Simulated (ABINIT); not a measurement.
**Effective mass calculation, with input and output: CsSnBr₃ (part 3 of 3)**

Continued. System: CsSnBr₃ (Pm-3m, 5 atoms in the cell). Method: Kohn-Sham DFT of a periodic cell, PBE, PseudoDojo NC SR PBE v0.4.1 standard, no spin polarisation (ABINIT 10.8.3); cutoff 952.4 eV, 4×4×4 k-mesh, fixed occupations. The structure derives from a Materials Project entry.

Geometry of the input (Å; fractional positions):
```
5.8390  0.0000  0.0000
0.0000  5.8390  0.0000
0.0000  0.0000  5.8390
Cs 0.0000  0.0000  0.0000
Sn 0.5000  0.5000  0.5000
Br 0.0000  0.5000  0.5000
Br 0.5000  0.5000  0.0000
Br 0.5000  0.0000  0.5000
```

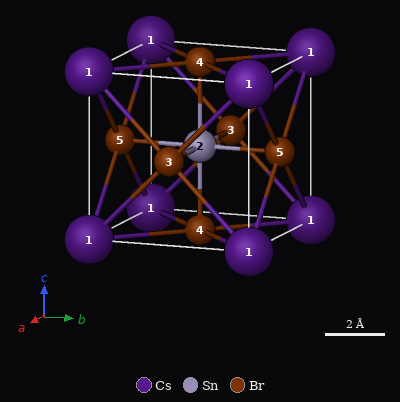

**Figure 1.** The input geometry (ball-and-stick view of the cell of the calculation, seen slightly off an axis; atoms are numbered from 1 in the order of the input).

### Output, continued
```
--------------------------------------------------------------------------------

 Initialisation of the first-order wave-functions :
  ireadwf=   0

--- !BeginCycle
iteration_state: {dtset: 3, }
solver: {iscf: -3, nstep: 200, nline: 4, wfoptalg: 0, }
tolerances: {tolwfr: 1.00E-20, }
...

     iter   2DEtotal(Ha)        deltaE(Ha) residm    vres2
-ETOT  1  -36.784105058238     -3.678E+01 6.409E-03 0.000E+00
 ETOT  2  -36.788571332993     -4.466E-03 1.587E-04 0.000E+00
 ETOT  3  -36.788576321259     -4.988E-06 1.405E-05 0.000E+00
 ETOT  4  -36.788576393478     -7.222E-08 2.762E-06 0.000E+00
 ETOT  5  -36.788576395521     -2.043E-09 3.828E-07 0.000E+00
 ETOT  6  -36.788576395586     -6.519E-11 6.033E-08 0.000E+00
 ETOT  7  -36.788576395588     -2.260E-12 8.684E-09 0.000E+00
 ETOT  8  -36.788576395588     -7.105E-14 1.353E-09 0.000E+00
 ETOT  9  -36.788576395588      1.421E-14 2.005E-10 0.000E+00
 ETOT 10  -36.788576395588      0.000E+00 3.252E-11 0.000E+00
 ETOT 11  -36.788576395588     -7.105E-15 4.784E-12 0.000E+00
 ETOT 12  -36.788576395588      0.000E+00 8.047E-13 0.000E+00
 ETOT 13  -36.788576395588     -7.105E-15 1.524E-13 0.000E+00
 ETOT 14  -36.788576395588      0.000E+00 3.601E-14 0.000E+00
 ETOT 15  -36.788576395588      0.000E+00 6.428E-15 0.000E+00
 ETOT 16  -36.788576395588      7.105E-15 1.503E-15 0.000E+00
 ETOT 17  -36.788576395588     -7.105E-15 2.888E-16 0.000E+00
 ETOT 18  -36.788576395588      0.000E+00 6.919E-17 0.000E+00
 ETOT 19  -36.788576395588      1.421E-14 1.348E-17 0.000E+00
 ETOT 20  -36.788576395588      0.000E+00 3.225E-18 0.000E+00
 ETOT 21  -36.788576395588      0.000E+00 6.362E-19 0.000E+00
 ETOT 22  -36.788576395588     -7.105E-15 1.515E-19 0.000E+00
 ETOT 23  -36.788576395588      0.000E+00 3.024E-20 0.000E+00
 ETOT 24  -36.788576395588      7.105E-15 9.220E-21 0.000E+00

 At SCF step   24   max residual=  9.22E-21 < tolwfr=  1.00E-20 =>converged.
================================================================================

 ----iterations are completed or convergence reached----

 Mean square residual over all n,k,spin=   46.539E-22; max=  92.203E-22
 dfpt_looppert : ek2=    2.8534278108E+01
          f-sum rule ratio=    1.9756731499E+00
 Expectation of eigenvalue derivatives (hartree) for nkpt=   1  k points:
  (in case of degenerate eigenvalues, averaged derivative)
 kpt#   1, nband= 30, wtk=  1.00000, kpt=  0.5000  0.5000  0.5000 (reduced coord)
  -0.00000   -0.00000   -0.00000   -0.00000   -0.00000   -0.00000    0.00000    0.00000
   0.00000   -0.00000   -0.00000   -0.00000   -0.00000    0.00000    0.00000    0.00000
  -0.00000   -0.00000    0.00000    0.00000    0.00000    0.00000    0.00000    0.00000
   0.00000    0.00000    0.00000    0.00000    0.00000   -0.00000

 2DEtotal=   -0.3678857640E+02 Ha. Also 2DEtotal=   -0.100106816174E+04 eV
    (  non-var. 2DEtotal :   -3.6788576395E+01 Ha)

--------------------------------------------------------------------------------
 Perturbation wavevector (in red.coord.)   0.000000  0.000000  0.000000
 Perturbation : derivative vs k along direction   2
 The set of symmetries contains only one element for this perturbation.
 symkpt : not enough symmetry to change the number of k points.

--------------------------------------------------------------------------------

--------------------------------------------------------------------------------

 Initialisation of the first-order wave-functions :
  ireadwf=   0

--- !BeginCycle
iteration_state: {dtset: 3, }
solver: {iscf: -3, nstep: 200, nline: 4, wfoptalg: 0, }
tolerances: {tolwfr: 1.00E-20, }
...

     iter   2DEtotal(Ha)        deltaE(Ha) residm    vres2
-ETOT  1  -36.784539730970     -3.678E+01 4.472E-03 0.000E+00
 ETOT  2  -36.788572003628     -4.032E-03 1.587E-04 0.000E+00
 ETOT  3  -36.788576322302     -4.319E-06 1.405E-05 0.000E+00
 ETOT  4  -36.788576393603     -7.130E-08 2.762E-06 0.000E+00
 ETOT  5  -36.788576395644     -2.041E-09 3.828E-07 0.000E+00
 ETOT  6  -36.788576395709     -6.538E-11 6.033E-08 0.000E+00
 ETOT  7  -36.788576395711     -2.075E-12 8.684E-09 0.000E+00
 ETOT  8  -36.788576395711     -6.395E-14 1.353E-09 0.000E+00
 ETOT  9  -36.788576395711     -7.105E-15 2.005E-10 0.000E+00
 ETOT 10  -36.788576395711     -1.421E-14 3.268E-11 0.000E+00
 ETOT 11  -36.788576395711      0.000E+00 4.778E-12 0.000E+00
 ETOT 12  -36.788576395711      1.421E-14 8.313E-13 0.000E+00
 ETOT 13  -36.788576395711      7.105E-15 1.459E-13 0.000E+00
 ETOT 14  -36.788576395711     -7.105E-15 3.601E-14 0.000E+00
 ETOT 15  -36.788576395711      0.000E+00 5.854E-15 0.000E+00
 ETOT 16  -36.788576395711     -1.421E-14 1.599E-15 0.000E+00
 ETOT 17  -36.788576395711      2.842E-14 2.503E-16 0.000E+00
 ETOT 18  -36.788576395711      1.421E-14 7.198E-17 0.000E+00
 ETOT 19  -36.788576395711     -2.842E-14 1.120E-17 0.000E+00
 ETOT 20  -36.788576395711      0.000E+00 3.255E-18 0.000E+00
 ETOT 21  -36.788576395711     -7.105E-15 5.074E-19 0.000E+00
 ETOT 22  -36.788576395711      7.105E-15 1.476E-19 0.000E+00
 ETOT 23  -36.788576395711     -7.105E-15 2.313E-20 0.000E+00
 ETOT 24  -36.788576395711      2.842E-14 9.220E-21 0.000E+00

 At SCF step   24   max residual=  9.22E-21 < tolwfr=  1.00E-20 =>converged.
================================================================================

 ----iterations are completed or convergence reached----

 Mean square residual over all n,k,spin=   50.079E-22; max=  92.204E-22
 dfpt_looppert : ek2=    2.8534278108E+01
          f-sum rule ratio=    1.9756731499E+00
 Expectation of eigenvalue derivatives (hartree) for nkpt=   1  k points:
  (in case of degenerate eigenvalues, averaged derivative)
 kpt#   1, nband= 30, wtk=  1.00000, kpt=  0.5000  0.5000  0.5000 (reduced coord)
   0.00000    0.00000    0.00000    0.00000    0.00000    0.00000    0.00000    0.00000
   0.00000   -0.00000   -0.00000   -0.00000   -0.00000   -0.00000   -0.00000   -0.00000
   0.00000    0.00000   -0.00000   -0.00000   -0.00000    0.00000   -0.00000   -0.00000
  -0.00000    0.00000    0.00000    0.00000    0.00000    0.00000

 2DEtotal=   -0.3678857640E+02 Ha. Also 2DEtotal=   -0.100106816174E+04 eV
    (  non-var. 2DEtotal :   -3.6788576395E+01 Ha)

--------------------------------------------------------------------------------
 Perturbation wavevector (in red.coord.)   0.000000  0.000000  0.000000
 Perturbation : derivative vs k along direction   3
 The set of symmetries contains only one element for this perturbation.
 symkpt : not enough symmetry to change the number of k points.

--------------------------------------------------------------------------------

--------------------------------------------------------------------------------

 Initialisation of the first-order wave-functions :
  ireadwf=   0

--- !BeginCycle
iteration_state: {dtset: 3, }
solver: {iscf: -3, nstep: 200, nline: 4, wfoptalg: 0, }
tolerances: {tolwfr: 1.00E-20, }
...

     iter   2DEtotal(Ha)        deltaE(Ha) residm    vres2
-ETOT  1  -36.783954136747     -3.678E+01 6.409E-03 0.000E+00
 ETOT  2  -36.788571336432     -4.617E-03 1.650E-04 0.000E+00
 ETOT  3  -36.788576321148     -4.985E-06 1.407E-05 0.000E+00
 ETOT  4  -36.788576393374     -7.223E-08 3.074E-06 0.000E+00
 ETOT  5  -36.788576395417     -2.043E-09 3.784E-07 0.000E+00
 ETOT  6  -36.788576395482     -6.521E-11 6.982E-08 0.000E+00
 ETOT  7  -36.788576395484     -2.188E-12 8.782E-09 0.000E+00
 ETOT  8  -36.788576395484     -7.816E-14 1.627E-09 0.000E+00
 ETOT  9  -36.788576395484     -1.421E-14 2.087E-10 0.000E+00
 ETOT 10  -36.788576395484      7.105E-15 3.925E-11 0.000E+00
 ETOT 11  -36.788576395484      0.000E+00 5.115E-12 0.000E+00
 ETOT 12  -36.788576395484      7.105E-15 1.016E-12 0.000E+00
 ETOT 13  -36.788576395484     -1.421E-14 1.882E-13 0.000E+00
 ETOT 14  -36.788576395484      7.105E-15 4.343E-14 0.000E+00
 ETOT 15  -36.788576395484      7.105E-15 8.233E-15 0.000E+00
 ETOT 16  -36.788576395484     -1.421E-14 1.959E-15 0.000E+00
 ETOT 17  -36.788576395484      1.421E-14 3.810E-16 0.000E+00
 ETOT 18  -36.788576395484     -7.105E-15 9.074E-17 0.000E+00
 ETOT 19  -36.788576395484     -7.105E-15 1.800E-17 0.000E+00
 ETOT 20  -36.788576395484      0.000E+00 4.258E-18 0.000E+00
 ETOT 21  -36.788576395484      0.000E+00 8.583E-19 0.000E+00
 ETOT 22  -36.788576395484      7.105E-15 2.014E-19 0.000E+00
 ETOT 23  -36.788576395484     -7.105E-15 4.112E-20 0.000E+00
 ETOT 24  -36.788576395484      7.105E-15 9.591E-21 0.000E+00

 At SCF step   24   max residual=  9.59E-21 < tolwfr=  1.00E-20 =>converged.
================================================================================

 ----iterations are completed or convergence reached----

 Mean square residual over all n,k,spin=   47.689E-22; max=  95.906E-22
 dfpt_looppert : ek2=    2.8534278108E+01
          f-sum rule ratio=    1.9756731499E+00
 Expectation of eigenvalue derivatives (hartree) for nkpt=   1  k points:
  (in case of degenerate eigenvalues, averaged derivative)
 kpt#   1, nband= 30, wtk=  1.00000, kpt=  0.5000  0.5000  0.5000 (reduced coord)
  -0.00000   -0.00000   -0.00000   -0.00000   -0.00000   -0.00000    0.00000    0.00000
   0.00000    0.00000    0.00000    0.00000   -0.00000    0.00000    0.00000    0.00000
   0.00000    0.00000    0.00000    0.00000    0.00000   -0.00000   -0.00000   -0.00000
  -0.00000   -0.00000    0.00000    0.00000    0.00000   -0.00000

 2DEtotal=   -0.3678857640E+02 Ha. Also 2DEtotal=   -0.100106816174E+04 eV
    (  non-var. 2DEtotal :   -3.6788576395E+01 Ha)

 CALCULATION OF EFFECTIVE MASSES
 NOTE : Additional infos (eff. mass eigenvalues, eigenvectors and, if degenerate, average mass) are available in stdout.

 K-point ( 0.500, 0.500, 0.500) | band =    22
 Effective mass tensor:
             -0.0522386020             -0.0000000000             -0.0000000000
             -0.0000000000             -0.0522386020              0.0000000000
             -0.0000000000              0.0000000000             -0.0522386020
 Effective mass tensor eigenvalues:
             -0.0522386020             -0.0522386020             -0.0522386020
 Angular average effective mass 1/(<1/m>)=  -0.0522386020
 Angular average effective mass for Frohlich model (<m**0.5>)**2=  -0.0522386020
 Effective masses along directions: (cart. coord. / red. coord. -> eff. mass)
    1:   1.000000  0.000000  0.000000 /   1.000000  0.000000  0.000000 ->  -0.0522386020
    2:   0.000000  1.000000  0.000000 /   0.000000  1.000000  0.000000 ->  -0.0522386020
    3:   0.000000  0.000000  1.000000 /   0.000000  0.000000  1.000000 ->  -0.0522386020
    4:   0.707107  0.707107  0.000000 /   0.707107  0.707107  0.000000 ->  -0.0522386020
    5:   0.577350  0.577350  0.577350 /   0.577350  0.577350  0.577350 ->  -0.0522386020

 COMMENTS:
 - At k-point ( 0.500, 0.500, 0.500), bands    23 through    25
   are DEGENERATE (effective mass tensor is therefore not defined).
   See Section IIIB Eqs. (67)-(70) and Appendix E of PRB 93 205147 (2016).
 - Angular average effective mass for Frohlich model is to be averaged over degenerate bands. See later.
 - Associated theta integrals calculated with ntheta=     40 points.

 K-point ( 0.500, 0.500, 0.500) | band =    23
 Transport equivalent effective mass tensor:
              1.8307667874             -0.0000000000             -0.0000000000
             -0.0000000000              1.8306596881             -0.0000000000
             -0.0000000000             -0.0000000000              1.8287795153
 Transport equivalent effective mass tensor eigenvalues:
              1.8307667874              1.8306596881              1.8287795153
 Angular average effective mass 1/(<1/m>)=   0.5392181247
 Angular average effective mass for Frohlich model (<m**0.5>)**2=   0.5801736844
 Effective masses along directions: (cart. coord. / red. coord. -> eff. mass)
    1:   1.000000  0.000000  0.000000 /   1.000000  0.000000  0.000000 ->   0.7997480620
    2:   0.000000  1.000000  0.000000 /   0.000000  1.000000  0.000000 ->   0.7997480620
    3:   0.000000  0.000000  1.000000 /   0.000000  0.000000  1.000000 ->   0.7997480620
    4:   0.707107  0.707107  0.000000 /   0.707107  0.707107  0.000000 ->   0.7997480620
    5:   0.577350  0.577350  0.577350 /   0.577350  0.577350  0.577350 ->   0.2575857556

 K-point ( 0.500, 0.500, 0.500) | band =    24
 Transport equivalent effective mass tensor:
              1.0244799432             -0.0000000000             -0.0000000000
             -0.0000000000              1.0284029555             -0.0000000000
             -0.0000000000             -0.0000000000              1.0275393656
 Transport equivalent effective mass tensor eigenvalues:
              1.0284029555              1.0275393656              1.0244799432
 Angular average effective mass 1/(<1/m>)=   0.2722361642
 Angular average effective mass for Frohlich model (<m**0.5>)**2=   0.2970986039
 Effective masses along directions: (cart. coord. / red. coord. -> eff. mass)
    1:   1.000000  0.000000  0.000000 /   1.000000  0.000000  0.000000 ->   0.7997480620
    2:   0.000000  1.000000  0.000000 /   0.000000  1.000000  0.000000 ->   0.7997480620
    3:   0.000000  0.000000  1.000000 /   0.000000  0.000000  1.000000 ->   0.7997480620
    4:   0.707107  0.707107  0.000000 /   0.707107  0.707107  0.000000 ->   0.1923777442
    5:   0.577350  0.577350  0.577350 /   0.577350  0.577350  0.577350 ->   0.2575857555

 K-point ( 0.500, 0.500, 0.500) | band =    25
 Transport equivalent effective mass tensor:
              0.0495418440              0.0000000000              0.0000000000
              0.0000000000              0.0495418440             -0.0000000000
              0.0000000000             -0.0000000000              0.0495418440
 Transport equivalent effective mass tensor eigenvalues:
              0.0495418440              0.0495418440              0.0495418440
 Angular average effective mass 1/(<1/m>)=   0.0472895359
 Angular average effective mass for Frohlich model (<m**0.5>)**2=   0.0474438532
 Effective masses along directions: (cart. coord. / red. coord. -> eff. mass)
    1:   1.000000  0.000000  0.000000 /   1.000000  0.000000  0.000000 ->   0.0413678563
    2:   0.000000  1.000000  0.000000 /   0.000000  1.000000  0.000000 ->   0.0413678563
    3:   0.000000  0.000000  1.000000 /   0.000000  0.000000  1.000000 ->   0.0413678563
    4:   0.707107  0.707107  0.000000 /   0.707107  0.707107  0.000000 ->   0.0494421803
    5:   0.577350  0.577350  0.577350 /   0.577350  0.577350  0.577350 ->   0.0528827972

 Angular average effective mass for Frohlich model, averaged over degenerate bands.
 Value of     (<<m**0.5>>)**2 =     2.582588E-01
 Absolute Value of <<m**0.5>> =     5.081917E-01

 END OF EFFECTIVE MASSES SECTION

================================================================================

 ---- first-order wavefunction calculations are completed ----

 Total localisation tensor (bohr^2) in cartesian coordinates
  WARNING : still subject to testing - especially symmetries.
      direction              matrix element
   alpha     beta       real part   imaginary part
     1        1      24.6838542350   -0.0000000000
     1        2       0.0000000000    0.0000000000
     1        3       0.0000000000    0.0000000000
     2        1       0.0000000000    0.0000000000
     2        2      24.6838542376    0.0000000000
     2        3       0.0000000000    0.0000000000
     3        1       0.0000000000    0.0000000000
     3        2       0.0000000000    0.0000000000
     3        3      24.6838542396   -0.0000000000

 respfn : d/dk was computed, but no 2DTE, so no DDB output.

== END DATASET(S) ==============================================================
================================================================================

 -outvars: echo values of variables after computation  --------
            acell      1.1034121443E+01  1.1034121443E+01  1.1034121443E+01 Bohr
           etotal1    -1.4961007825E+02
           etotal3    -3.6788576395E+01
            fcart1    -0.0000000000E+00 -0.0000000000E+00 -0.0000000000E+00
                      -0.0000000000E+00 -0.0000000000E+00 -0.0000000000E+00
                      -0.0000000000E+00 -0.0000000000E+00 -0.0000000000E+00
                      -0.0000000000E+00 -0.0000000000E+00 -0.0000000000E+00
                      -0.0000000000E+00 -0.0000000000E+00 -0.0000000000E+00
           strten1    -2.5868296694E-05 -2.5868296694E-05 -2.5868296694E-05
                       0.0000000000E+00  0.0000000000E+00  0.0000000000E+00
           xangst      0.0000000000E+00  0.0000000000E+00  0.0000000000E+00
                       2.9195028030E+00  2.9195028030E+00  2.9195028030E+00
                       0.0000000000E+00  2.9195028030E+00  2.9195028030E+00
                       2.9195028030E+00  2.9195028030E+00  0.0000000000E+00
                       2.9195028030E+00  0.0000000000E+00  2.9195028030E+00
             xred      0.0000000000E+00  0.0000000000E+00  0.0000000000E+00
                       5.0000000000E-01  5.0000000000E-01  5.0000000000E-01
                       0.0000000000E+00  5.0000000000E-01  5.0000000000E-01
                       5.0000000000E-01  5.0000000000E-01  0.0000000000E+00
                       5.0000000000E-01  0.0000000000E+00  5.0000000000E-01
 Calculation completed.
```

### Key numbers

| quantity | value |
| --- | --- |
| outcome | converged |
| space group (tolerance 0.01 Å) | Pm-3m (221) |
| electrons treated | 44 |
| free energy | −4071.0976 eV |
| Fermi energy of the self-consistent step | 2.753 eV |
| pressure | 0.76 GPa |
| largest force (length of the vector) | under 0.001 eV/Å |
| hardware | 1 thread of Arm Neoverse V2, 24 GiB of memory available, shared host |
| wall time | 4.4 min |
| peak memory | 0.84 GiB |

### Remarks

Points of doubt noted for this run: mesh point may not be the band extremum.
